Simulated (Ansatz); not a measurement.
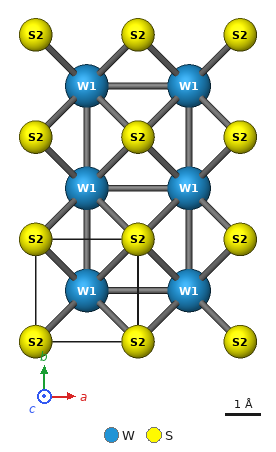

This is the input geometry for a relaxation of a crystal of WS (a generated structure, set up in Pm-3m). Style: ball-and-stick. Shown: the cell of the calculation, repeated 2 × 3 × 1 with one cell outlined, along the c axis.

The run lets cell and atoms move.

Level of theory: Kohn-Sham DFT of a periodic cell, PBEsol with D3(BJ)-ATM, Ansatz PAW (Ansatz).

Input file:
```yaml
crystal:
  lattice:
    - [3.00789, 0.0, 0.0]
    - [0.0, 3.00789, 0.0]
    - [0.0, 0.0, 3.00789]
  atoms:
    - { symbol: W, position: [0.5, 0.5, 0.5] }
    - { symbol: S, position: [0.0, 0.0, 0.0] }
hamiltonian:
  xc: pbesol
  pseudopotentials: { kind: paw }
  dispersion: d3bjatm
kpoints:
  mp_grid: { grid: [9, 9, 9] }
scf:
  occupations: { method: fermi_dirac, width: 0.05 }
output:
  forces: true
  stress: true
  eigenvalues: true
relax:
  f_tol: 0.01
  max_steps: 40
  cell: { stress_tol: 0.05 }
```

Command:
```bash
ansatz run input.yaml --threads 2 --pin off --max-ram 5632MiB --backend cpu --events-out ev --progress --plain --runs-dir out
```

Question: Predict the outcome.

Answer: The atoms keep their places relative to the cell (all moves are under 0.005 Å). Cell: a = b = c 3.008 → 2.956 Å (−1.7 %). Volume −5.1 %. Near-neighbour distances that change, for instance: W1–W1 3.008 → 2.956 Å, W1–S2 2.605 → 2.560 Å. The space group stays Pm-3m (No. 221). Over 4 accepted moves (5 points after the start) the energy falls by 30.5 meV per atom. All forces vanish by symmetry, so only the cell relaxes. The pressure goes from −13.33 to −0.01 GPa. The SCF was repeated once at an unchanged geometry on a basis and grid sized afresh for the cell, which shifted the energy by 0.2 meV per atom at most.

Step by step:

```tsv
step	E − E(0), meV/atom	pressure, GPa	volume, Å³/atom	note
0	0.00	-13.33	13.607	
1	-17.69	10.27	12.487	
2	-30.56	-0.91	12.951	
3	-30.69	-0.05	12.912	
4	-30.69	0.00	12.909	
5	-30.51	-0.01	12.909	same geometry, new basis
```

After the run, drawn alike:

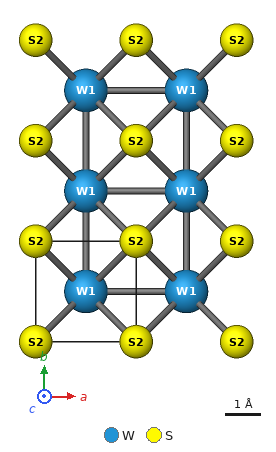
